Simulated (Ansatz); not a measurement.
W17S31: several calculations on one system

### Relaxation

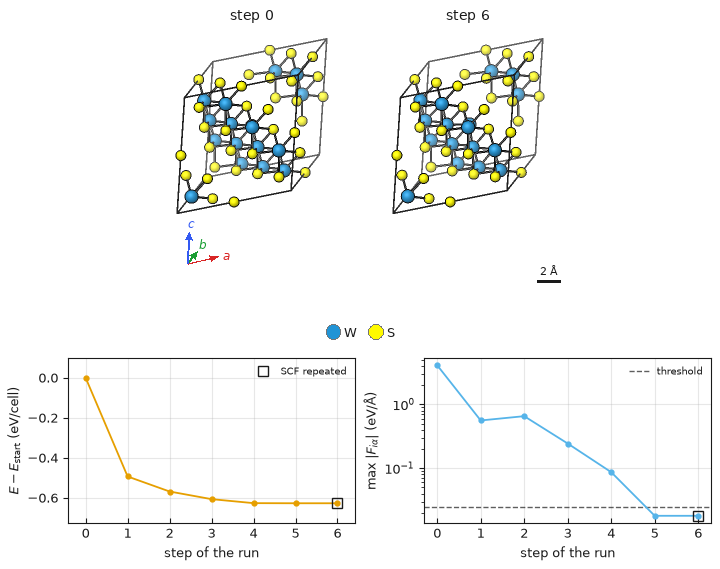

First and last geometry of a relaxation of a defect cell of composition W17S31, with the history of the run. Style: ball-and-stick. Shown: the cell of the calculation (origin shifted), slightly off an axis.

Case: W on a S site (a), charge +0, atoms relaxed at the host's cell.

Level of theory: Ansatz 0.2.0, DFT PBE, scalar-relativistic, plane waves, PAW. (plane-wave cutoff 420 eV; k-point mesh 2 × 2 × 2; occupations gaussian; smearing width 0.01 eV; mesh shifted by (0.5, 0.5, 0.5); no spin polarisation; atoms relaxed in a fixed cell; force threshold 0.025 eV/Å; at most 45 steps)

### Read the history and describe the run.

It converged. Over 5 accepted moves (6 points after the start) the energy falls by 0.627 eV per cell of the calculation. Largest force component: 4.1 eV/Å at the start, 0.018 eV/Å at the end. 1 step only repeated the SCF at the same geometry. The largest move is that of a W atom, 0.22 Å along [1 1 1]. Largest moves by element: W 0.22 Å, S 0.12 Å. The cell doesn't change. Some distances before and after: W–W 2.420 → 2.583 Å, W–W 3.188 → 3.110 Å, S–W 2.420 → 2.452 Å, W–W 3.188 → 3.218 Å. Among the angles between lasting bonds that change: W–W–W 82.4° → 74.0°, W–W–S 81.0° → 88.1°, W–W–S 82.4° → 76.9°.

### Relaxation

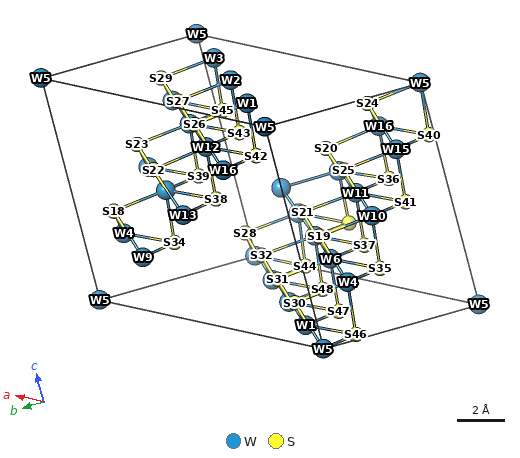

Starting structure of a defect cell of composition W$_{17}$S$_{31}$ (cell charge −1). The picture is a ball-and-stick view of the cell of the calculation, seen from a free direction.

Case: W on a S site (a), charge -1, atoms relaxed at the host's cell.

Computed with DFT PBE, scalar-relativistic, plane waves, PAW (Ansatz).

(plane-wave cutoff 420 eV; k-point mesh 2 × 2 × 2; occupations gaussian; smearing width 0.01 eV; mesh shifted by (0.5, 0.5, 0.5); collinear spin; atoms relaxed in a fixed cell; force threshold 0.025 eV/Å; at most 45 steps)

```xyz
48
Lattice="-6.3755 3.6809 7.4744 0.0000 -7.3618 7.4744 6.3755 3.6809 7.4744" Properties=species:S:1:pos:R:3 pbc="T T T"
W    -1.5939   -4.6011    7.5269
W    -3.1873   -1.8295    7.5084
W     1.5721    4.5885   14.9411
W     1.6031   -4.6070    7.5084
W     0.0097   -0.0051    0.0339
W    -0.0004   -1.8295    7.5084
W    -1.5939    0.9649    7.4234
W    -1.5939   -0.8950   14.9411
W    -3.1490   -3.7032   14.8978
W     3.1887   -1.8399    7.4916
W     1.6157    0.9076    7.4667
W     1.5846   -0.9261   14.9828
W    -0.0387   -3.7032   14.8978
W    -0.0010    1.8410   14.9661
W     4.7816    0.9191    7.4916
W     3.1781    3.6758    7.5084
W    -1.5939    2.7607    9.2801
S    -3.1235   -1.8917   16.5200
S     1.6001   -2.7571    9.0767
S     1.5174    2.7306    9.0456
S    -0.0122    0.0812    9.0456
S    -0.0642   -1.8917   16.5200
S    -1.5939    0.9237   16.5334
S     4.7816    2.7535    9.0767
S     3.1907   -0.0017    9.0589
S     3.1735   -1.8487   16.5628
S     1.5876    0.9238   16.5511
S    -4.7052    2.7306    9.0456
S    -0.0030    3.6792   16.5334
S     0.0142   -5.5295    9.0884
S    -1.5939   -2.7443    9.0884
S    -3.1755    0.0812    9.0456
S    -1.5939    2.7607    5.7994
S    -3.1937   -1.8050   13.3698
S     1.5787   -2.7694    5.9409
S     1.6276    2.7481    5.8953
S     0.0277   -0.0229    5.8953
S     0.0060   -1.8050   13.3698
S    -1.5939    0.9490   13.3763
S     4.7816    2.7782    5.9409
S     3.2127   -0.0144    5.9019
S     3.1907   -1.8387   13.4262
S     1.6090    0.9115   13.4153
S    -4.8153    2.7481    5.8953
S    -0.0249    3.6665   13.3763
S    -0.0030   -5.5196    5.9518
S    -1.5939   -2.7641    5.9518
S    -3.2155   -0.0229    5.8953
```

Question: Where does the relaxation end?

Answer: Over 3 geometry steps the energy falls by 0.113 eV per cell of the calculation. The largest force component goes from 1.2 to 0.019 eV/Å. W17 moves most: 0.13 Å along [1 1 1]. Largest moves by element: W 0.13 Å, S 0.06 Å. The cell stays as it was. Near-neighbour distances that change, for instance: W13–W17 2.583 → 2.678 Å, W7–W13 3.110 → 3.145 Å, W13–S20 2.432 → 2.409 Å, W11–W13 3.210 → 3.193 Å. Bond angles that change, for instance: W7–W17–W9 74.0° → 71.9°.

After the run, drawn alike:

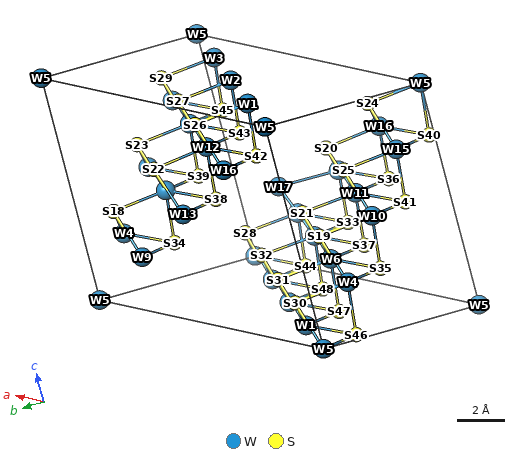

Limits of the set-up: the cell is charged, on a uniform background, and energies carry no finite-size correction.

### Defect

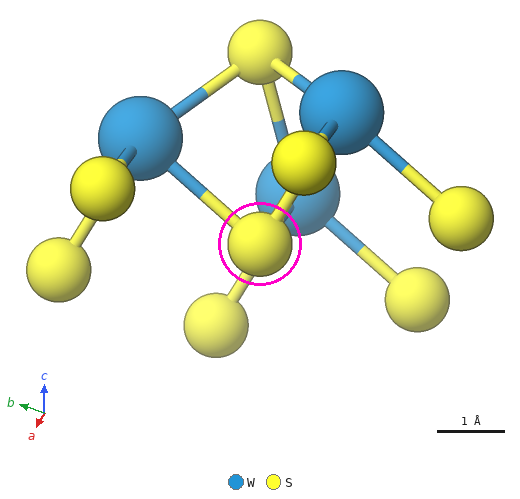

Perfect WS2. Style: ball-and-stick. Shown: the atoms within 3.3 Å of one point, from a free direction.

The calculation used DFT PBE, scalar-relativistic, plane waves, PAW in Ansatz. Set-up: plane-wave cutoff 420 eV; k-point mesh 2 × 2 × 2; occupations gaussian; smearing width 0.01 eV; mesh shifted by (0.5, 0.5, 0.5); no spin polarisation. The cell is small and the k-mesh coarse, so the numbers are rough. The axes drawn are those of the host's conventional cell.

A sulfur atom is replaced by tungsten at the ringed place, in charge state 0. The supercell has 48 sites, and the atoms are relaxed at the host's cell.

Question: Predict the relaxed surroundings of the defect.

Answer: In the host the S atom has 3 W at 2.42 Å; the W atom ends with 3 W at 2.58 Å. Of the host's atoms, a sulfur atom moves furthest from its site, by 0.12 Å. The W atom itself moves 0.22 Å from where it was put. Relaxing the atoms from the host's sites lowers the energy by 0.63 eV. At a tolerance of 0.02 Å the relaxed supercell has space group R3m.

The relaxed defect, seen from the same direction:

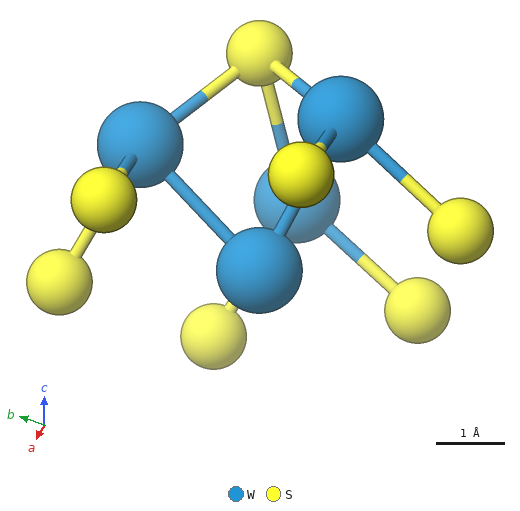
